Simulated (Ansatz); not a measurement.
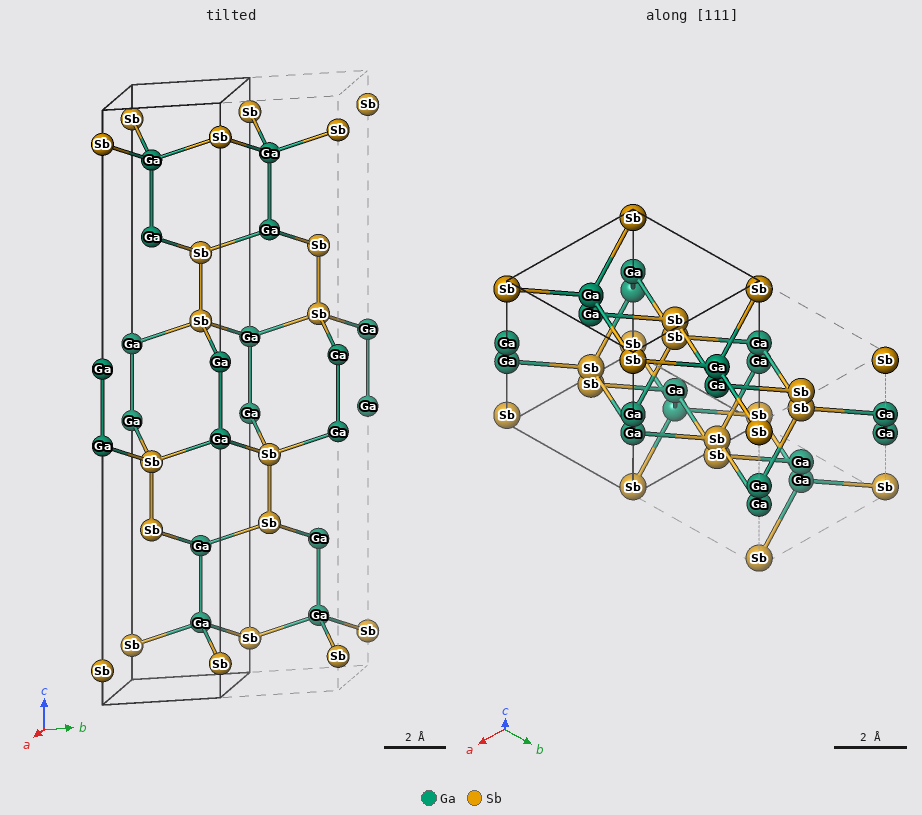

A ball-and-stick rendering, viewed slightly off an axis and along [111]. The solid frame is a single conventional unit cell within a 1×2×1 block.

What structure is drawn here?

Chemical formula GaSb. Space group R-3m (No. 166), lattice rhombohedral (trigonal R). The cell has 12 atoms, namely 6 Ga, 6 Sb. Each Ga has three Sb and one Ga in a tetrahedral arrangement (about 2.5 Å to Sb, 2.6 Å to Ga). The Sb atoms are each bonded to three Ga and one Sb in a distorted tetrahedral arrangement (about 2.5 Å to Ga, 2.3 Å to Sb). The bonds build a three-dimensional framework.

Origin of the cell: a structure listed in the Materials Project, with elements exchanged, so it need not be a known form of the compound. The cell was then strained or its atoms displaced on purpose. It was the input of a calculation with Ansatz.

At this level of theory the cell isn't at rest (compressed, at 22 GPa and forces up to 7.2 eV/Å), so its distances can differ from those at equilibrium, the more so the softer the solid.
